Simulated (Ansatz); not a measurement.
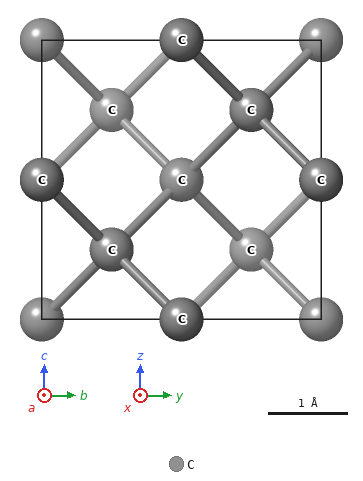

A scan of crystalline C (Fd-3m): the cell is strained equally along x and y and separately along z, with the atoms kept at their fractional coordinates. x, y and z are the Cartesian axes of the input. The picture shows the reference cell. The picture is a ball-and-stick view of the conventional cell (4 times the calculation's cell), seen along the a axis. Lengths and directions refer to the drawn axes.

These are results of Ansatz, DFT r2SCAN, scalar-relativistic, plane waves, PAW, not measurements. Settings: plane-wave cutoff 500 eV; k-point mesh 12 × 12 × 12; occupations gaussian; smearing width 0.05 eV; no spin polarisation. Energies (free energies at the smearing named) are counted from the cell as listed in its source, which wasn't relaxed.

The input:
```yaml
crystal:
  lattice:
    - [0.0, 1.7834, 1.7834]
    - [1.7834, 0.0, 1.7834]
    - [1.7834, 1.7834, 0.0]
  atoms:
    - { symbol: C, position: [0.5, 0.5, 0.5] }
    - { symbol: C, position: [0.75, 0.75, 0.75] }
basis:
  ecutwfc: 500
kpoints:
  mp_grid: { grid: [12, 12, 12] }
hamiltonian:
  xc: r2scan
scf:
  occupations: { method: gaussian, width: 0.05 }
output:
  forces: true
  stress: true
  eigenvalues: true
```

Launched with:
```bash
ansatz run input.yaml --threads 1 --pin off --max-ram 2560MiB --backend cpu --events-out ev --progress --plain --runs-dir out
```

Predict the energy profile on a grid with rows −0.080, −0.040, 0.000, 0.040, 0.080 and columns −0.080, −0.040, 0.000, 0.040, 0.080 (strain along x and y; strain along z).

Rows: strain along x and y; columns: strain along z; values in meV/atom.

```tsv
	−0.080	−0.040	0.000	0.040	0.080
−0.080	541	383	312	318	393
−0.040	241	116	68	90	174
0.000	127	29	0	34	123
0.040	160	84	70	112	204
0.080	307	250	247	295	387
```

In pairs of (strain along x and y; strain along z): the lowest computed point lies at (0.000, 0.000) (0 meV/atom), the highest at (−0.080, −0.080) (541 meV/atom). The valley is tilted: raising the in-plane strain is made harder by raising the strain along z (cross term 0.14 of the geometric mean of the two curvatures). Over the ranges scanned the energy rises more along the first axis, the in-plane strain. The pressure runs from −68.2 GPa at (0.080, 0.080) to 170.9 GPa at (−0.080, −0.080).

As a map, interpolated between the computed points (dots):

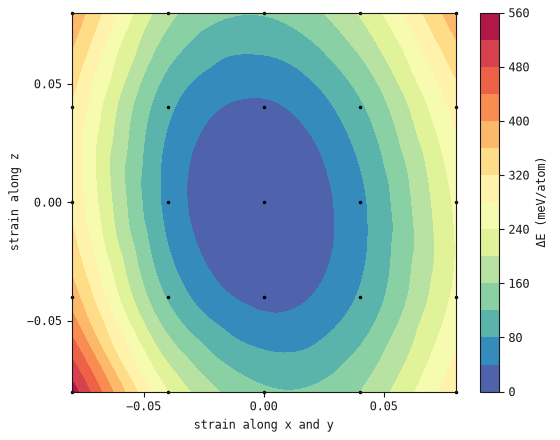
